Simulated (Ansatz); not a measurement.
**Run report: Ti, geometry relaxation (part 2 of 2)**

The same run, continued: Ti (P6₃/mmc, 2 atoms in the cell); DFT PBEsol, scalar-relativistic, plane waves, PAW, no spin polarisation (Ansatz 0.2.0); cutoff 420 eV, 18×18×10 k-mesh, Gaussian smearing of 0.1 eV. The structure was made by swapping elements on the sites of another compound; it need not be a known phase. It belongs to a series of runs on one base structure; here: Pb -> Ti on all its sites, cell and atoms relaxed.

Geometry of the input (Å; fractional positions):
```
2.8878  0.0000  0.0000
-1.4439  2.5009  0.0000
0.0000  0.0000  4.6280
Ti 0.3333  0.6667  0.2500
Ti 0.6667  0.3333  0.7500
```

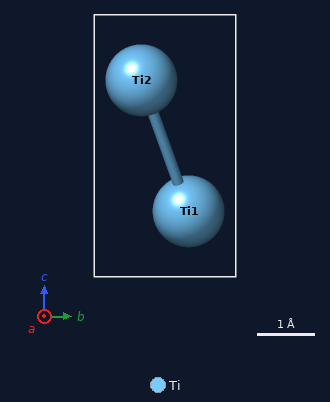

*The geometry at step 1 of the log (ball-and-stick view of the cell of the calculation, along the a axis; atoms are numbered from 1 in the order of the input).*

Log, continued:
```
SCF iter   1: F=—  HF=-4947.798257 eV  |F-HF|=—  |Δ(HF+E_count)|=         —  Δρ=4.80e-4  dr2=3.43e-5  ethr=9.46e-8  ⟨swp⟩=2.8  Hψ=25820  notcnv=0
preconditioner: auto → none  [metal: Δε(μ)=0.017 eV  Ē_g=2.918 eV  σ=0.100 eV  W_gap=0.09  n_scr=8 (ndim 8)  ℏωp=18.2 eV  f_vac=0.000  D(μ)=1.82/eV (n_scr^D=22)]
SCF iter   2: F=—  HF=-4947.798228 eV  |F-HF|=—  |Δ(HF+E_count)|=   2.91e-5  Δρ=2.28e-4  dr2=5.21e-6  ethr=9.46e-8  ⟨swp⟩=1.2  Hψ=3623  notcnv=0
iter 3 did not close the SCF: its close was put off for the readings that it lacked (scf_convergence_deferred on its scf_iter line)
SCF iter   3: F=-4947.798229 eV  HF=-4947.798229 eV  |F-HF|=3.96e-8  |Δ(HF+E_count)|=   1.06e-6  Δρ=2.61e-5  dr2=5.00e-8  ethr=2.17e-8  ⟨swp⟩=1.2  Hψ=3644  notcnv=0
iter 4 did not close the SCF: its close was put off for the readings that it lacked (scf_convergence_deferred on its scf_iter line)
SCF iter   4: F=-4947.798229 eV  HF=-4947.798229 eV  |F-HF|=6.82e-10  |Δ(HF+E_count)|=   4.25e-8  Δρ=3.16e-6  dr2=9.82e-10  ethr=2.08e-10  ⟨swp⟩=2.0  Hψ=4110  notcnv=0
iter 5 did not close the SCF: its close was put off for the readings that it lacked (scf_convergence_deferred on its scf_iter line)
SCF iter   5: F=-4947.798229 eV  HF=-4947.798229 eV  |F-HF|=4.55e-12  |Δ(HF+E_count)|=  7.86e-10  Δρ=2.44e-7  dr2=1.13e-11  ethr=4.09e-12  ⟨swp⟩=2.6  Hψ=5761  notcnv=0
SCF iter   6: F=-4947.798229 eV  HF=-4947.798229 eV  |F-HF|=9.09e-13  |Δ(HF+E_count)|=  9.09e-13  Δρ=8.33e-8  dr2=1.91e-12  ethr=1.00e-12  ⟨swp⟩=3.6  Hψ=13727  notcnv=0
SCF 2 converged in 6 iterations: F = -4947.798229 eV  dr2 = 1.91e-12
relax step   2: F+E_penalty+E_count = -4947.79822890 eV  Δ(F+E_penalty+E_count) = -1.339e-3 eV  max|allowed force component| = 3.146e-16 eV/Å  Δτ_max = 0.0000 Å  P = -0.105 GPa  Ω = 33.479 Å³  energy of the carried Pulay correction = -3.514e-6 eV  (6 SCF iters, dr2 threshold 2.00e-7 eV, accepted)
Crystal: 2 atoms, lattice volume = 33.426 Å³
iter 1 solved again at ethr=3.67e-9 eV; its pass at ethr=3.10e-3 eV (dr2=8.81e-7 eV) is discarded
SCF iter   1: F=—  HF=-4947.798264 eV  |F-HF|=—  |Δ(HF+E_count)|=         —  Δρ=6.38e-5  dr2=1.41e-6  ethr=3.67e-9  ⟨swp⟩=2.0  Hψ=23182  notcnv=0
preconditioner: auto → none  [metal: Δε(μ)=0.016 eV  Ē_g=2.922 eV  σ=0.100 eV  W_gap=0.09  n_scr=8 (ndim 8)  ℏωp=18.2 eV  f_vac=0.000  D(μ)=1.82/eV (n_scr^D=22)]
SCF iter   2: F=—  HF=-4947.798235 eV  |F-HF|=—  |Δ(HF+E_count)|=   2.82e-5  Δρ=2.16e-5  dr2=6.75e-8  ethr=3.67e-9  ⟨swp⟩=3.0  Hψ=6528  notcnv=0
iter 3 did not close the SCF: its close was put off for the readings that it lacked (scf_convergence_deferred on its scf_iter line)
SCF iter   3: F=-4947.798235 eV  HF=-4947.798235 eV  |F-HF|=1.64e-8  |Δ(HF+E_count)|=   7.48e-8  Δρ=6.96e-6  dr2=6.97e-9  ethr=2.81e-10  ⟨swp⟩=2.3  Hψ=4706  notcnv=0
iter 4 did not close the SCF: its close was put off for the readings that it lacked (scf_convergence_deferred on its scf_iter line)
SCF iter   4: F=-4947.798235 eV  HF=-4947.798235 eV  |F-HF|=2.18e-11  |Δ(HF+E_count)|=   1.77e-8  Δρ=7.47e-7  dr2=1.71e-10  ethr=2.91e-11  ⟨swp⟩=2.1  Hψ=4633  notcnv=0
iter 5 did not close the SCF: its close was put off for the readings that it lacked (scf_convergence_deferred on its scf_iter line)
SCF iter   5: F=-4947.798235 eV  HF=-4947.798235 eV  |F-HF|=9.09e-13  |Δ(HF+E_count)|=  1.00e-11  Δρ=6.99e-8  dr2=9.59e-13  ethr=1.00e-12  ⟨swp⟩=2.0  Hψ=4275  notcnv=0
SCF iter   6: F=-4947.798235 eV  HF=-4947.798235 eV  |F-HF|=9.09e-13  |Δ(HF+E_count)|=  9.09e-13  Δρ=7.88e-9  dr2=4.51e-15  ethr=1.00e-12  ⟨swp⟩=3.0  Hψ=13231  notcnv=0
SCF 3 converged in 6 iterations: F = -4947.798235 eV  dr2 = 4.51e-15
relax step   3: F+E_penalty+E_count = -4947.79823549 eV  Δ(F+E_penalty+E_count) = -6.586e-6 eV  max|allowed force component| = 1.665e-16 eV/Å  Δτ_max = 0.0000 Å  P = +0.086 GPa  Ω = 33.426 Å³  energy of the carried Pulay correction = -1.537e-8 eV  (6 SCF iters, accepted)
Initial wavefunctions: pseudopotential atomic-orbital guess (no wavefunctions were taken with the density)
iter 1 solved again at ethr=4.10e-10 eV; its pass at ethr=3.10e-3 eV (dr2=9.84e-8 eV) is discarded
SCF iter   1: F=—  HF=-4947.798264 eV  |F-HF|=—  |Δ(HF+E_count)|=         —  Δρ=3.80e-6  dr2=5.14e-10  ethr=4.10e-10  ⟨swp⟩=3.1  Hψ=24977  notcnv=0
SCF iter   2: F=—  HF=-4947.798236 eV  |F-HF|=—  |Δ(HF+E_count)|=   2.80e-5  Δρ=1.94e-6  dr2=1.52e-10  ethr=2.14e-12  ⟨swp⟩=2.0  Hψ=6278  notcnv=0
iter 3 did not close the SCF: its close was put off for the readings that it lacked (scf_convergence_deferred on its scf_iter line)
SCF iter   3: F=-4947.798236 eV  HF=-4947.798236 eV  |F-HF|=2.46e-11  |Δ(HF+E_count)|=  2.77e-10  Δρ=3.97e-7  dr2=3.66e-11  ethr=1.00e-12  ⟨swp⟩=2.0  Hψ=4420  notcnv=0
iter 4 did not close the SCF: its close was put off for the readings that it lacked (scf_convergence_deferred on its scf_iter line)
SCF iter   4: F=-4947.798236 eV  HF=-4947.798236 eV  |F-HF|=0.00e0  |Δ(HF+E_count)|=  6.37e-12  Δρ=1.19e-7  dr2=2.01e-12  ethr=1.00e-12  ⟨swp⟩=1.0  Hψ=3552  notcnv=0
iter 5 did not close the SCF: its close was put off for the readings that it lacked (scf_convergence_deferred on its scf_iter line)
SCF iter   5: F=-4947.798236 eV  HF=-4947.798236 eV  |F-HF|=9.09e-13  |Δ(HF+E_count)|=  9.09e-13  Δρ=5.67e-8  dr2=4.71e-13  ethr=1.00e-12  ⟨swp⟩=1.0  Hψ=3552  notcnv=0
iter 6 did not close the SCF: its close was put off for the readings that it lacked (scf_convergence_deferred on its scf_iter line)
SCF iter   6: F=-4947.798236 eV  HF=-4947.798236 eV  |F-HF|=1.82e-12  |Δ(HF+E_count)|=    0.00e0  Δρ=9.38e-9  dr2=8.45e-15  ethr=1.00e-12  ⟨swp⟩=1.0  Hψ=3552  notcnv=0
SCF iter   7: F=-4947.798236 eV  HF=-4947.798236 eV  |F-HF|=0.00e0  |Δ(HF+E_count)|=  1.82e-12  Δρ=2.03e-9  dr2=4.10e-16  ethr=1.00e-12  ⟨swp⟩=2.0  Hψ=8955  notcnv=0
SCF 4 converged in 7 iterations: F = -4947.798236 eV  dr2 = 4.10e-16
relax step   4: F+E_penalty+E_count = -4947.79823586 eV  Δ(F+E_penalty+E_count) = -3.747e-7 eV  max|allowed force component| = 1.295e-16 eV/Å  Δτ_max = 0.0000 Å  P = +0.087 GPa  Ω = 33.426 Å³  stress off target by 9.86e-2 GPa  SCF on the basis re-selected at this cell (its energy is not comparable with the rows above)  (7 SCF iters)
basis re-selected at this cell: Δ(F+E_penalty+E_count) = -3.747e-7 eV, ΔP = +0.001 GPa vs the last step (what re-selecting the basis moved, of the pressure what is left beyond the Pulay correction that the steps carried, after the strain that the cell walked since its last selection, with what the two solves' SCF thresholds leave and, on support functions, any second-order correction that the steps lacked; it is no measure of the basis error at this ecutwfc). This SCF's stress stands 9.86e-2 GPa from its target on what of the cell is left free (relax.cell.stress_tol is 1.00e-1 GPa) and its largest allowed force component is 1.30e-16 eV/Å (relax.f_tol is 1.00e-2 eV/Å): within both
SCF converged after 7 iterations
Free energy (F): -4947.798236 eV
Harris-Foulkes:  -4947.798236 eV  (|F-HF|=0.00e0)
Internal energy: -4947.789121 eV  (E = F + TS)
E sigma→0 (E₀):  -4947.793678 eV
Entropy (-TS):   -0.009115 eV (-4.557 meV/atom)
Fermi energy:    13.877329 eV
--- Per-component energies (eV) ---
  E_band       = -299.872205
  E_kinetic    = 546.145524
  E_local      = -1584.057454  (includes V_loc(G=0)·N_el)
  E_nonlocal   = 18.769201
  E_hartree    = 652.089528
  E_xc         = -193.894857
  E_vxc        = -243.667213  (∫ρ·V_xc dr)
  E_paw        = -2045.115362  (= ΣΔE_a)
  E_vpaw       = -341.241530  (= ΣTr[D̂ρ^β])
  E_aug_tail   = 0.000211  (compensation charges beyond the density's cutoff)
  E_ewald      = -2342.004680
  E_core_change = 0.278769  (= ΣΔE_core)
  E_smearing   = -0.009115  (= −TS)
  E_closure    = 0.000000  (closes the sum)
  Σ components = -4947.798236   (vs F -4947.798236, Δ=0.00e0)
--- Forces (eV/Å), atoms counted from 1 ---
  atom   1  Ti    -0.00000000    -0.00000000     0.00000000
  atom   2  Ti     0.00000000     0.00000000     0.00000000
  max |Σ_I F_I| component: 3.70e-17 eV/Å
--- Stress (GPa, compression-positive) ---
        0.080919      -0.000000       0.000000
        0.000000       0.080919       0.000000
        0.000000       0.000000       0.098563
  P = ⅓ Tr σ = 0.0868 GPa (0.868 kbar)
--- Band table (eV; the first three rows and the last of 222) ---
  k-point 0: bands = ["-42.6505", "-42.4852", "-19.4112", "-18.6755", "-18.6755", "-18.5913", "-18.5595", "-18.5595", "7.5946", "11.0833", "14.6641", "14.6641", "14.7569", "14.8015", "15.1980", "15.1980"]
  k-point 1: bands = ["-42.6465", "-42.4893", "-19.3919", "-18.6727", "-18.6727", "-18.6123", "-18.5624", "-18.5624", "7.6825", "11.0481", "14.5990", "14.6179", "14.6179", "14.7515", "15.1476", "15.1476"]
  k-point 2: bands = ["-42.6349", "-42.5012", "-19.3360", "-18.6730", "-18.6645", "-18.6645", "-18.5707", "-18.5707", "7.9412", "10.9114", "14.2518", "14.5354", "14.5354", "14.6097", "15.0166", "15.0166"]
  k-point 221: bands = ["-42.4712", "-42.4712", "-19.1986", "-19.1986", "-18.9878", "-18.9878", "-18.7022", "-18.7022", "12.5643", "12.5643", "12.7297", "12.7297", "13.6742", "13.6742", "15.6179", "15.6179"]
--- Relaxed structure (3 steps of the walk, 3 accepted, 1 SCFs on fresh bases) ---
  F+E_penalty+E_count = -4947.79823586 eV   max|allowed force component| = 1.295e-16 eV/Å   (the final SCF, on the basis selected at the relaxed cell)
  cell:  # Å, volume = 33.4259 Å³
    - [2.9001675461362795, 0.0, 0.0]
    - [-1.4500837730681397, 2.511618770185196, 0.0]
    - [0.0, 0.0, 4.588874033740271]
  atoms:
    - { symbol: Ti, position: [0.33333333333333337, 0.6666666666666667, 0.25] }
    - { symbol: Ti, position: [0.6666666666666667, 0.33333333333333337, 0.75] }
```

Trajectory as extended XYZ (Å, eV, eV/Å), 4 frames, from step=1 to step=4:
```
2
Lattice="2.8878 0.0000 0.0000 -1.4439 2.5009 0.0000 0.0000 0.0000 4.6280" Properties=species:S:1:pos:R:3:forces:R:3 step=1 energy=-4947.79689 pressure_GPa=0.06
Ti    0.0000    1.6673    1.1570    0.0000   0.0000   0.0000
Ti    1.4439    0.8336    3.4710    0.0000   0.0000   0.0000
2
Lattice="2.9016 0.0000 0.0000 -1.4508 2.5128 0.0000 0.0000 0.0000 4.5918" Properties=species:S:1:pos:R:3:forces:R:3 step=2 energy=-4947.79823 pressure_GPa=-0.11
Ti    0.0000    1.6752    1.1479    0.0000   0.0000   0.0000
Ti    1.4508    0.8376    3.4438    0.0000   0.0000   0.0000
2
Lattice="2.9002 0.0000 0.0000 -1.4501 2.5116 0.0000 0.0000 0.0000 4.5889" Properties=species:S:1:pos:R:3:forces:R:3 step=3 energy=-4947.79824 pressure_GPa=0.09
Ti    0.0000    1.6744    1.1472    0.0000   0.0000   0.0000
Ti    1.4501    0.8372    3.4417    0.0000   0.0000   0.0000
2
Lattice="2.9002 0.0000 0.0000 -1.4501 2.5116 0.0000 0.0000 0.0000 4.5889" Properties=species:S:1:pos:R:3:forces:R:3 step=4 energy=-4947.79824 pressure_GPa=0.09
Ti    0.0000    1.6744    1.1472    0.0000   0.0000   0.0000
Ti    1.4501    0.8372    3.4417    0.0000   0.0000   0.0000
```

Key numbers:

```json
{"quantity": "outcome", "value": "converged"}
{"quantity": "space group (tolerance 0.01 Å)", "value": "P6₃/mmc (194)"}
{"quantity": "electrons treated", "value": "24"}
{"quantity": "free energy", "value": "−4947.7982 eV"}
{"quantity": "Fermi energy", "value": "13.877 eV"}
{"quantity": "gap on the k-point mesh", "value": "none (metallic)"}
{"quantity": "pressure", "value": "0.09 GPa"}
{"quantity": "final volume", "value": "33.43 Å³"}
{"quantity": "largest force (length of the vector) at the end", "value": "under 0.001 eV/Å"}
{"quantity": "final cell", "value": "a = 2.900 Å, b = 2.900 Å, c = 4.589 Å, α = 90.00°, β = 90.00°, γ = 120.00°"}
{"quantity": "hardware", "value": "1 thread of AMD EPYC (Zen 4), 64 GiB of memory available, shared host"}
{"quantity": "wall time", "value": "13 s"}
{"quantity": "peak memory", "value": "0.47 GiB"}
```
